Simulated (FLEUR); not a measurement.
# SnSe: 7 runs along one coordinate

System: SnSe (2 atoms in the cell).
Method: Kohn-Sham DFT of a periodic cell, PBE, all-electron, no spin polarisation (FLEUR MaX-R8.1 (later development tree)).

The 7 runs differ only in the geometry, by an even scaling of the cell at fixed fractional positions. The structure derives from an entry of the Crystallography Open Database.

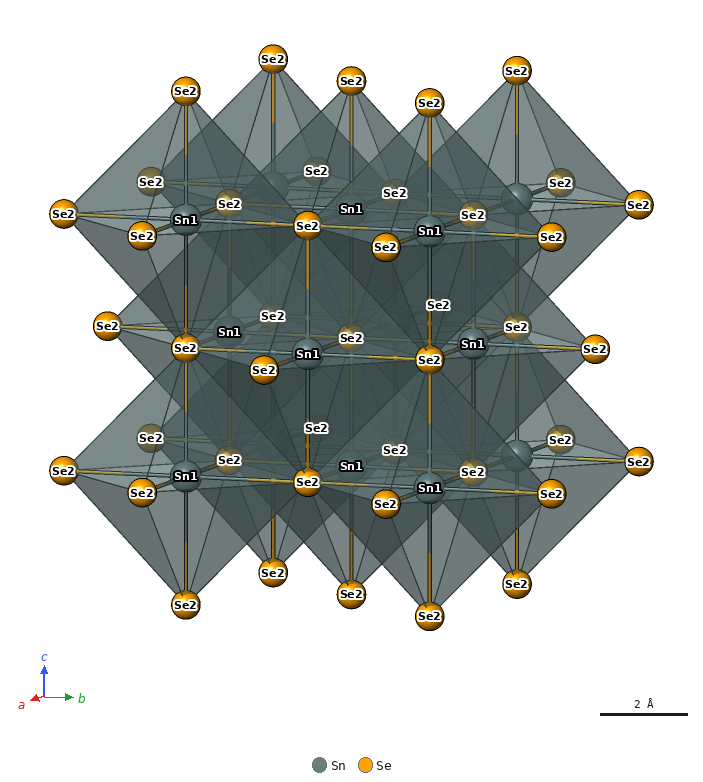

Figure 1. The structure of run 4 (polyhedral view of the cell 4 times as large as that of the calculation, set on its symmetry axes, seen slightly off an axis; polyhedra are completed across the faces of the cell; atoms are numbered from 1 in the order of the input).

## Input of run 4
```
<?xml version="1.0" encoding="UTF-8" standalone="no"?>
<fleurInput fleurInputVersion="0.39">
   <comment>
      SnSe                                                                                                
   </comment>
   <calculationSetup>
      <cutoffs Kmax="4.1" Gmax="12.7" GmaxXC="12.7" numbands="0"/>
      <scfLoop itmax="60" minDistance="0.00001" maxIterBroyd="15" imix="Anderson" alpha="0.05" precondParam="0.0" spinf="2.0" sdNocoIR="T"/>
      <coreElectrons ctail="T" frcor="F" kcrel="0" coretail_lmax="0"/>
      <xcFunctional name="pbe" relativisticCorrections="F"/>
      <magnetism jspins="1"/>
      <soc l_soc="F" theta="0.0" phi="0.0" spav="F"/>
      <expertModes spex="0" secvar="F"/>
      <geometryOptimization l_f="T" forcealpha="1.0" forcemix="BFGS" epsdisp="0.0005" epsforce="0.0002"/>
      <ldaU l_linMix="F" mixParam="0.05" spinf="1.0"/>
   </calculationSetup>
   <cell>
      <bzIntegration valenceElectrons="38.0" mode="hist" fermiSmearingEnergy="0.00183747">
         <kPointListSelection listName="default-1"/>
         <!-- k-points included here -->
         <xi:include xmlns:xi="http://www.w3.org/2001/XInclude" href="kpts.xml"> </xi:include>
      </bzIntegration>
      <!-- symmetry operations included here -->
      <xi:include xmlns:xi="http://www.w3.org/2001/XInclude" href="sym.xml"> </xi:include>
      <bulkLattice scale="1.0">
         <bravaisMatrix>
            <row-1>    0.0000000000000000     5.6880756350459993     5.6880756350459993</row-1>
            <row-2>    5.6880756350459993     0.0000000000000000     5.6880756350459993</row-2>
            <row-3>    5.6880756350459993     5.6880756350459993     0.0000000000000000</row-3>
         </bravaisMatrix>
      </bulkLattice>
   </cell>
   <atomSpecies>
      <species name="Tin (Sn)" element="Sn" atomicNumber="50">
         <mtSphere radius="2.63" gridPoints="879" logIncrement="0.015"/>
         <atomicCutoffs lmax="11" lnonsphr="8"/>
         <electronConfig flipSpins="F">
            <coreConfig>(1s1/2) (2s1/2) (2p1/2) (2p3/2) (3s1/2) (3p1/2) (3p3/2) (3d3/2) (3d5/2)</coreConfig>
            <valenceConfig>(4s1/2) (4p1/2) (4p3/2) (5s1/2) (4d3/2) (4d5/2) (5p1/2) (5p3/2)</valenceConfig>
            <stateOccupation state="(5p1/2)" spinUp="0.333333" spinDown="0.333333"/>
            <stateOccupation state="(5p3/2)" spinUp="0.666667" spinDown="0.666667"/>
         </electronConfig>
         <energyParameters s="5" p="5" d="4" f="4"/>
         <lo type="SCLO" l="0" n="4" eDeriv="0"/>
         <lo type="SCLO" l="1" n="4" eDeriv="0"/>
         <lo type="SCLO" l="1" n="4" eDeriv="1"/>
         <lo type="SCLO" l="2" n="4" eDeriv="2"/>
         <lo type="SCLO" l="3" n="4" eDeriv="2"/>
      </species>
      <species name="Selenium (Se)" element="Se" atomicNumber="34">
         <mtSphere radius="2.48" gridPoints="847" logIncrement="0.015"/>
         <atomicCutoffs lmax="10" lnonsphr="8"/>
         <electronConfig flipSpins="F">
            <coreConfig>(1s1/2) (2s1/2) (2p1/2) (2p3/2) (3s1/2) (3p1/2) (3p3/2)</coreConfig>
            <valenceConfig>(3d3/2) (3d5/2) (4s1/2) (4p1/2) (4p3/2)</valenceConfig>
            <stateOccupation state="(4p1/2)" spinUp="0.666667" spinDown="0.666667"/>
            <stateOccupation state="(4p3/2)" spinUp="1.333333" spinDown="1.333333"/>
         </electronConfig>
         <energyParameters s="4" p="4" d="4" f="4"/>
         <lo type="SCLO" l="2" n="3" eDeriv="0"/>
         <lo type="SCLO" l="0" n="4" eDeriv="2"/>
         <lo type="SCLO" l="1" n="4" eDeriv="2"/>
         <lo type="SCLO" l="3" n="4" eDeriv="2"/>
      </species>
   </atomSpecies>
   <atomGroups>
      <atomGroup species="Tin (Sn)">
         <relPos label="                   1">.0000000000 .0000000000 .0000000000</relPos>
         <force calculate="T" relaxXYZ="TTT"/>
      </atomGroup>
      <atomGroup species="Selenium (Se)">
         <relPos label="                   2">1.000/2.000 1.000/2.000 1.000/2.000</relPos>
         <force calculate="T" relaxXYZ="TTT"/>
      </atomGroup>
   </atomGroups>
   <output dos="F" band="F" slice="F">
      <checks vchk="F" cdinf="F"/>
      <bandDOS minEnergy="-.5*Htr" maxEnergy="0.5*Htr" sigma="0.015" storeEVData="T"/>
      <vacuumDOS vacdos="F" integ="F" star="F" nstars="0" locx1="0.0" locy1="0.0" locx2="0.0" locy2="0.0" nstm="0" tworkf="0.0"/>
      <unfoldingBand unfoldBand="F" supercellX="1" supercellY="1" supercellZ="1"/>
      <plotting iplot="0" polar="F">
         <plot TwoD="T" vec1="  1.0  0.0  0.0" vec2="  0.0  1.0  0.0" vec3="  0.0  0.0  1.0" zero="  0.0  0.0  0.0" file="plot"/>
      </plotting>
      <chargeDensitySlicing numkpt="0" minEigenval="0.0" maxEigenval="0.0" nnne="0" pallst="F"/>
      <specialOutput eonly="F"/>
      <moessbauerParams electricFieldGradient="T" isomerShift="T" coreHyperfine="T" valenceHyperfine="T"/>
      <magneticCircularDichroism mcd="F" energyLo="-10.0" energyUp="0.0"/>
   </output>
  <!-- We include the file relax.xml here to enable relaxations (see documentation) -->
  <xi:include xmlns:xi="http://www.w3.org/2001/XInclude" href="relax.xml"> <xi:fallback/> </xi:include>
</fleurInput>
```

Command:
```bash
inpgen -f crystal.txt -profile fastHighL; fleur_MPI
```

Run 5 has the same physical settings and fractional positions; its lattice vectors (Å) are:
```
   0.000000    3.029934    3.029934
   3.029934    0.000000    3.029934
   3.029934    3.029934    0.000000
```

## Results, with one run withheld

```csv
run,volume per atom (Å³),"free energy per atom, from the lowest run given (meV)",gap on the mesh (eV)
1,25.635,27.55,0.76
2,26.180,14.07,0.73
3,26.725,5.04,0.67
4,27.271,0.00,0.58
5,27.816,?,?
6,28.362,0.29,0.42
7,28.907,5.00,0.34
```

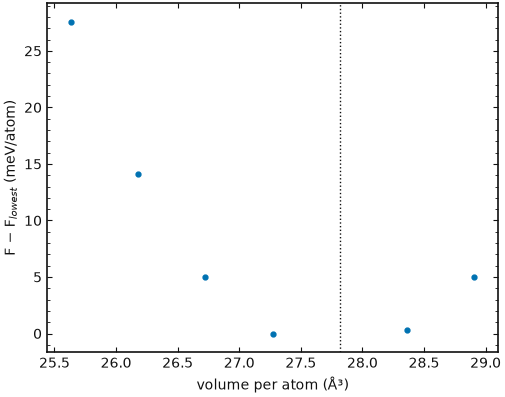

Figure 2. Free energy per atom of the runs given; the dotted line marks run 5.

Fit the runs given and predict run 5.

A cubic polynomial in V^(−2/3) (the Birch–Murnaghan form), fitted to the 6 runs given, misses them by at most 0.02 meV per atom. With x = V^(−2/3) − 0.11073 Å⁻², it reads F = 0.85903 + 2742.1 x + 8.0525e+05 x² + 1.1582e+06 x³ (meV per atom). At run 5 it gives −1.47 meV per atom, and the run itself gives −1.48. The fit has its minimum at 27.780 Å³ per atom, where V d²F/dV² gives 48.7 GPa: the bulk modulus at this level, since symmetry fixes the shape and the positions. The gap on the mesh goes, without turning, from 0.76 eV in run 1 to 0.34 eV in run 7; run 5 has 0.50 eV. These are gaps of this functional on this mesh, which can miss the band edges; they aren't the measured gap.

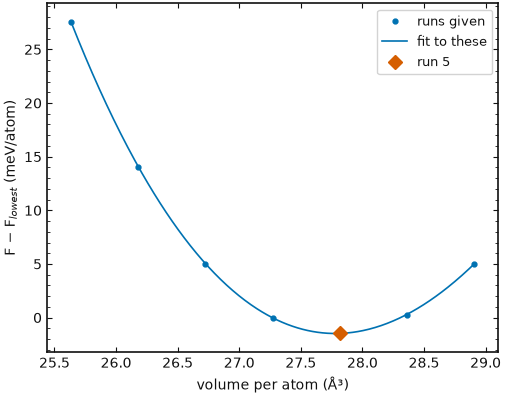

Figure 3. The fit and the withheld run.

## Output (run 5)
```
Welcome to FLEUR        (www.flapw.de)
      MaX-Release 8.1          (www.max-centre.eu)

 ========== k-point set info ==========
 Selected k-point list: default-1
 k-point list type: mesh
 8 x 8 x 8
 Number of k points: 29

 ------------Calculation Setup---------------------------
 Number of MPI-tasks      :            1
 Number of PE/node        :            1
 Number of OMP-threads    :            1
 Most efficient MPI parallelization for:
           1          29
 Additional eigenvalue parallelization possible
 Number of basis functions:          515
 Approximate size of matrices (H+S) per k-point:         0.004 GB
 --------------------------------------------------------

 Iteration:     1   Distance:       4.90261787 me/bohr^3

 Iteration:     2   Distance:       4.40876122 me/bohr^3

 Iteration:     3   Distance:       2.27533212 me/bohr^3

 Iteration:     4   Distance:       1.06430685 me/bohr^3

 Iteration:     5   Distance:       0.71342229 me/bohr^3

 Iteration:     6   Distance:       0.09277339 me/bohr^3

 Iteration:     7   Distance:       0.08891513 me/bohr^3

 Iteration:     8   Distance:       0.02711322 me/bohr^3

 Iteration:     9   Distance:       0.00473537 me/bohr^3

 Iteration:    10   Distance:       0.00595261 me/bohr^3

 Iteration:    11   Distance:       0.00067026 me/bohr^3

 Iteration:    12   Distance:       0.00035353 me/bohr^3

 Iteration:    13   Distance:       0.00004913 me/bohr^3

 Iteration:    14   Distance:       0.00000725 me/bohr^3

 ********************************************************************
 Run finished successfully
 Stop message:
   all done
 ********************************************************************
```
